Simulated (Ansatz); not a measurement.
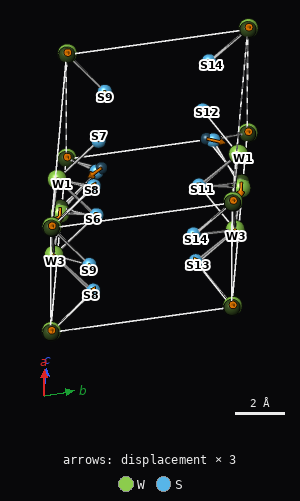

A relaxation of a defect cell of composition W2S5 (coarse preliminary run). The starting structure is drawn faded, the final one solid; orange arrows show the displacements, 3 times their true length.

Style: ball-and-stick. Shown: the cell of the calculation, from a free direction.

Case: W vacancy (site a), charge +0, atoms relaxed at the host's cell.

All numbers below come from DFT PBE, scalar-relativistic, plane waves, PAW (Ansatz 0.2.0).

The input:
```yaml
crystal:
  lattice:
    - [0.0, -5.5213404984, 0.0]
    - [0.0, -1.8404468328, 7.4744429926]
    - [-7.9693685575, -2.7606702492, 0.0]
  atoms:
    - { symbol: W, position: [0.7993225527, 0.0020323419, 0.4] }
    - { symbol: W, position: [0.1993225527, 0.0020323419, 0.6] }
    - { symbol: W, position: [0.3993225527, 0.0020323419, 0.2] }
    - { symbol: W, position: [0.9993225527, 0.0020323419, 0.0] }
    - { symbol: S, position: [0.1959256669, 0.2122229993, 0.8], spin: 0.333 }
    - { symbol: S, position: [0.3959256669, 0.2122229993, 0.4] }
    - { symbol: S, position: [0.7959256669, 0.2122229993, 0.6], spin: 0.333 }
    - { symbol: S, position: [0.9959256669, 0.2122229993, 0.2] }
    - { symbol: S, position: [0.5959256669, 0.2122229993, 0.0], spin: 0.333 }
    - { symbol: S, position: [0.3360517804, 0.7918446588, 0.8], spin: 0.333 }
    - { symbol: S, position: [0.5360517804, 0.7918446588, 0.4] }
    - { symbol: S, position: [0.9360517804, 0.7918446588, 0.6], spin: 0.333 }
    - { symbol: S, position: [0.1360517804, 0.7918446588, 0.2] }
    - { symbol: S, position: [0.7360517804, 0.7918446588, 0.0], spin: 0.333 }
  host:
    lattice:
      - [1.5938737115, 0.9202234164, 7.4744429926]
      - [-1.5938737115, 0.9202234164, 7.4744429926]
      - [0.0, -1.8404468328, 7.4744429926]
    atoms:
      - { symbol: W, position: [0.0006774473, 0.0006774473, 0.0006774473] }
      - { symbol: S, position: [0.4040743331, 0.4040743331, 0.4040743331] }
      - { symbol: S, position: [0.2639482196, 0.2639482196, 0.2639482196] }
basis:
  ecutwfc: 420
  xc_grid: 2
kpoints:
  mp_grid: { grid: [1, 1, 1], shift: [0.0, 0.0, 0.0] }
hamiltonian:
  xc: pbe
scf:
  occupations: { method: gaussian, width: 0.01 }
output:
  forces: true
  stress: false
  eigenvalues: true
  populations: true
  charged_corrections: { defect_position: [0.59932255, 0.00203234, 0.8] }
magnetization:
  spin_polarized: true
relax:
  adjacent_minimum: "off"
  f_tol: 0.025
  max_steps: 45
```

Run as
```bash
ansatz run input.yaml --threads 4 --pin off --max-ram 8192MiB --backend cpu --events-out ev --progress --plain --runs-dir out
```

Describe the change and its energy.

The energy falls by 0.385 eV per cell of the calculation in 14 accepted moves (18 points after the start). The largest force component goes from 0.92 to 0.016 eV/Å. The line search rejected the trial steps at points 10, 12, 14, 17 of the run. The atom that moves furthest is S10 (0.29 Å along [−2 3 0]). Largest moves by element: S 0.29 Å, W 0.25 Å. The cell doesn't change. Some distances before and after: S5–S10 3.142 → 2.665 Å, W2–W4 3.188 → 3.641 Å, W1–W4 3.188 → 2.940 Å, W1–W2 3.188 → 2.962 Å. Among the angles between lasting bonds that change: W2–S5–W4 82.4° → 97.3°, W2–S6–W3 82.4° → 74.4°, W1–S12–W2 82.4° → 76.7°. The program noted that the starting moments weren't kept.

Limits of the set-up: the periodic images lie only 5.5 Å apart, so the values are limited by the cell's size.
